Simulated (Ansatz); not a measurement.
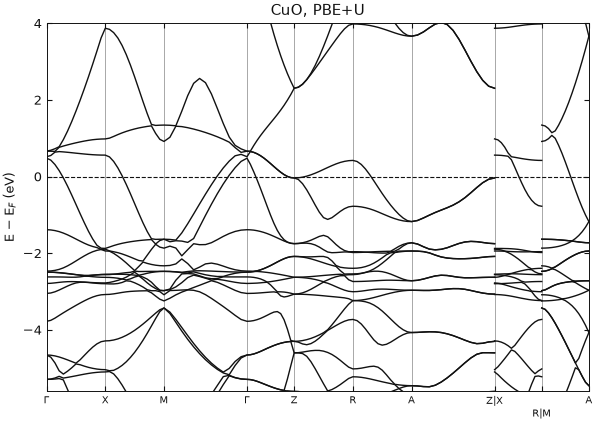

Describe the figure.

Band structure of CuO, space group P4_2/mmc, 4 atoms in the cell (a = 3.422 Å, c = 4.260 Å (tetragonal axes)). Ansatz; PBE, Cu d U = 1 eV, Ansatz PAW, no spin polarisation, no spin-orbit coupling, 8×8×6 k mesh, 420 eV cutoff, Fermi-Dirac smearing of 0.05 eV. Energies are counted from the Fermi level.

A metal: 3 bands cross the Fermi level along this path. At Γ the nearest levels lie 1.39 eV below and 0.48 eV above the Fermi level.

The run has no spin polarisation, though such a crystal can be magnetic. The usual form of CuO is monoclinic. The cell was built from a pattern and not relaxed, so its bond lengths can be off.
